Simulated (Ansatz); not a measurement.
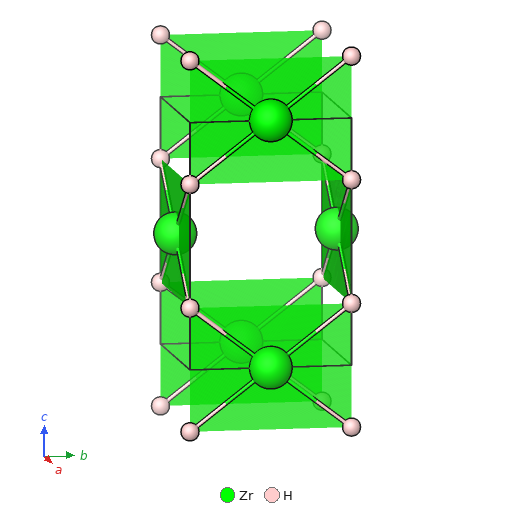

System: ZrH, space group P4_2/mmc (No. 131). The picture shows the cell.

Structure:
```xyz
4
Lattice="3.2428 0.0000 0.0000 0.0000 3.2428 0.0000 0.0000 0.0000 4.9480" Properties=species:S:1:pos:R:3 pbc="T T T"
Zr    0.0000    1.6214    0.0000
Zr    1.6214    0.0000    2.4740
H     0.0000    0.0000    3.7110
H     0.0000    0.0000    1.2370
```

How it was computed, with Ansatz 0.2.0: all atoms of one element of a crystal moved along a line, all else fixed, by plane-wave density functional theory with PAW datasets, free energies less that of the undisturbed cell, pressure positive in compression; scalar-relativistic. Level: r2SCAN, no spin polarisation.

- wave cutoff: 500 eV
- k mesh: 14×14×10
- occupations: Gaussian
- smearing width: 0.15 eV
- k shift: (0, 0, 0) (mesh steps)
- start: as given
- moved element: Zr
- direction: (0.7071, −0.7071, 0) (Cartesian unit vector)

Describe the result: the energy change, force along the direction (sum over moved atoms) and pressure against displacement. The displacement takes the values −0.20, −0.10, 0.00, 0.05, 0.15 Å.

The energy rises on both sides of the starting structure, which is therefore a minimum along this path. The energy change is 0.2064 eV/cell at displacement −0.20 Å and 0.1170 eV/cell at 0.15 Å; the lowest computed point is at displacement 0.00 Å (0.0000 eV/cell). The force along the direction (sum over moved atoms) falls from 2.03 eV/Å at displacement −0.20 Å to −1.54 eV/Å at 0.15 Å, and changes sign near 0.00 Å. The pressure goes from 1.963 GPa at displacement −0.20 Å to 1.537 GPa at 0.15 Å, not monotonically, with a low of 0.981 GPa at 0.00 Å.

```tsv
displacement (Å)	energy change (eV/cell)	force along the direction (sum over moved atoms) (eV/Å)	pressure (GPa)
-0.20	0.2064	2.03	1.963
-0.10	0.0523	1.04	1.229
0.00	0.0000	0.00	0.981
0.05	0.0131	-0.52	1.043
0.15	0.1170	-1.54	1.537
```

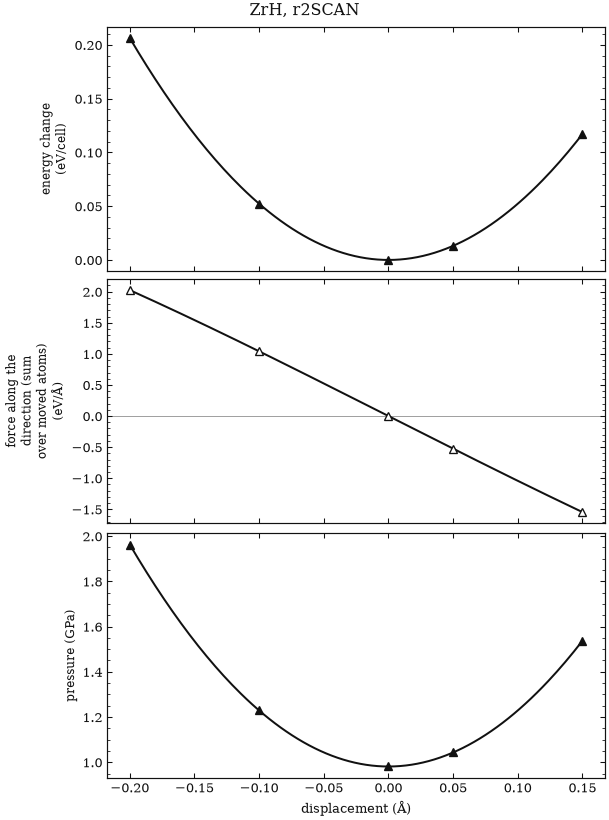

Note: reference crystal is not relaxed.
